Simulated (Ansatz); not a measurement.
```cif
data_structure
_symmetry_space_group_name_H-M 'P 1'
_symmetry_Int_Tables_number 1
_cell_length_a 7.5313
_cell_length_b 7.5313
_cell_length_c 7.5313
_cell_angle_alpha 90.000
_cell_angle_beta 90.000
_cell_angle_gamma 90.000
_cell_volume 427.18
loop_
_atom_site_label
_atom_site_type_symbol
_atom_site_fract_x
_atom_site_fract_y
_atom_site_fract_z
_atom_site_occupancy
Sc1 Sc 0.00000 0.00000 0.00000 1
Sc2 Sc 0.50000 0.50000 0.00000 1
Sc3 Sc 0.50000 0.00000 0.50000 1
Sc4 Sc 0.00000 0.50000 0.50000 1
Sc5 Sc 0.25000 0.25000 0.25000 1
Sc6 Sc 0.75000 0.75000 0.25000 1
Sc7 Sc 0.75000 0.25000 0.75000 1
Sc8 Sc 0.25000 0.75000 0.75000 1
Al1 Al 0.62500 0.12500 0.12500 1
Al2 Al 0.12500 0.62500 0.12500 1
Al3 Al 0.12500 0.12500 0.62500 1
Al4 Al 0.62500 0.62500 0.62500 1
Al5 Al 0.62500 0.37500 0.37500 1
Al6 Al 0.12500 0.87500 0.37500 1
Al7 Al 0.12500 0.37500 0.87500 1
Al8 Al 0.62500 0.87500 0.87500 1
Al9 Al 0.87500 0.12500 0.37500 1
Al10 Al 0.37500 0.62500 0.37500 1
Al11 Al 0.37500 0.12500 0.87500 1
Al12 Al 0.87500 0.62500 0.87500 1
Al13 Al 0.87500 0.37500 0.12500 1
Al14 Al 0.37500 0.87500 0.12500 1
Al15 Al 0.37500 0.37500 0.62500 1
Al16 Al 0.87500 0.87500 0.62500 1
```

Space group Fd-3m; a structure from a database of computed crystals, not necessarily the ambient phase.

Level of theory: Ansatz 0.2.0, DFT r2SCAN, scalar-relativistic, plane waves, PAW.

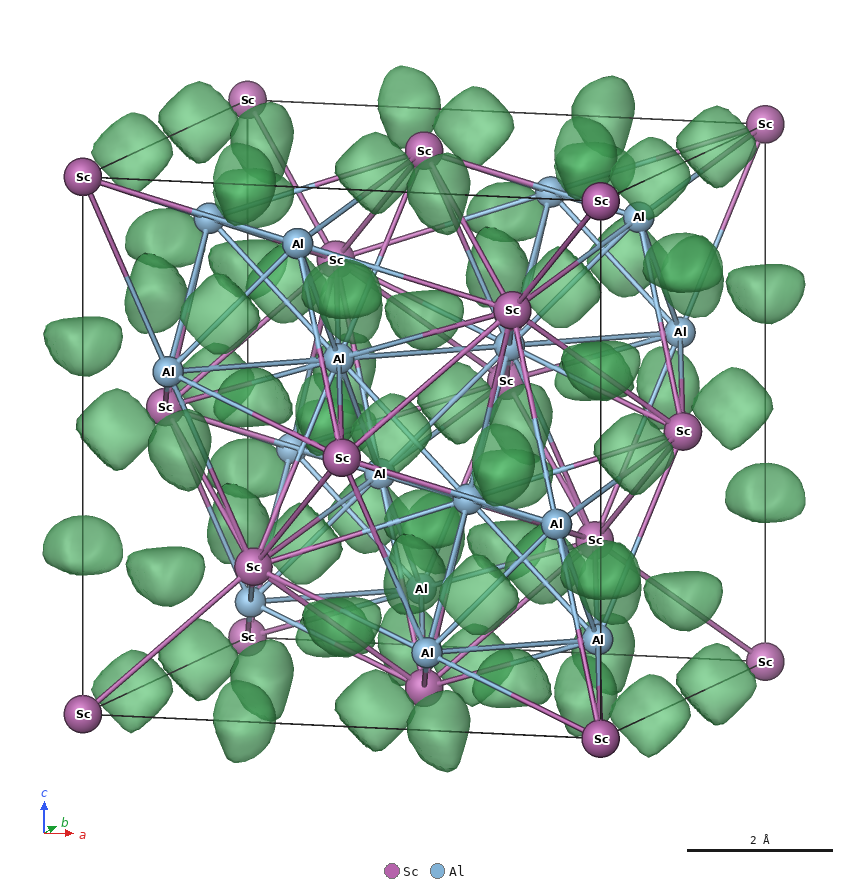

ScAl2. Isosurface of the electron localisation function at 0.7 (green), seen slightly off an axis. Only the valence region is drawn (cores and ρ < 0.01 e/Å³ removed). Sticks mark near contacts.

Core electrons are frozen (PAW), and the valence fields are smoothed inside the atomic spheres.

### Identify the bonds, lone pairs and shells in this picture.

At this value the surface marks out 48 pockets between the atoms, centred on no nucleus (multi-centre or interstitial), counted in one cell of 24 atoms. Regions shared between cells count once.

Values along the shortest contacts:
Al–Al (2.66 Å): the ELF peaks at about 0.70 between the atoms. Sc–Al (3.12 Å): the ELF peaks at about 0.60 in the valence shell of Al, 1.1 Å from its nucleus, and is about 0.35 at the midpoint.

### Does the calculation give a band gap?

It is metallic or semimetallic at this level of theory: no gap opens.
